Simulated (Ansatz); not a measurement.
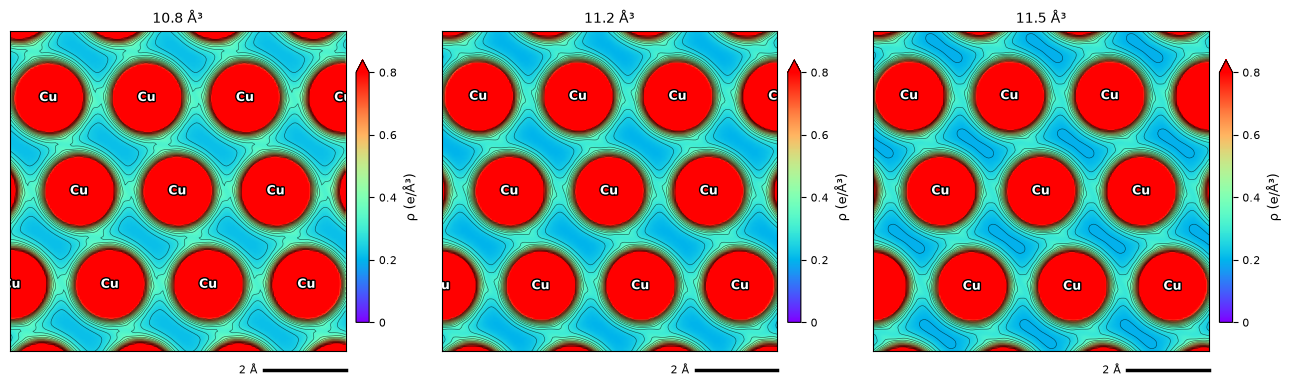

Cu. The valence pseudo-density of cells scaled evenly to different volumes (given per atom above each panel), on the (010) plane of each (indices in the axes of the cell below), at one length scale and on one colour scale.

A structure from a database of computed crystals, not necessarily the ambient phase.

Theory: Kohn-Sham DFT of a periodic cell, PBE0, Ansatz PAW (Ansatz).

The density is the valence pseudo-density of a PAW calculation; it isn't the true density close to the nuclei.

The largest cell:

```yaml
crystal:
  lattice:
    - [-1.47109, 1.47109, 1.40307]
    - [1.47109, -1.47109, 1.40307]
    - [1.47109, 1.47109, -1.40307]
  atoms:
    - { symbol: Cu, position: [0.00000, 0.00000, 0.00000] }
```

| volume (Å³/atom) | Cu–Cu contact in the plane (Å) | ρ at its midpoint (e/Å³) | pressure (GPa) | 
| --- | --- | --- | --- |
| 10.77 | 2.411 | 0.323 | 18.9 | 
| 11.00 | 2.428 | ? | ? | 
| 11.23 | 2.445 | 0.301 | 10.6 | 
| 11.46 | 2.461 | 0.293 | 7.1 | 
| 12.15 | 2.509 | 0.265 | −1.2 | 

**What values belong in the row with question marks?**

Over the known rows ln ρ falls by 2.01 per Å of Cu–Cu distance (a least-squares line), which gives 0.312 e/Å³ at 2.428 Å; the calculation gives 0.312 e/Å³. For the pressure, a straight line in volume between the neighbouring rows gives 14.8 GPa; the calculation gives 14.5.
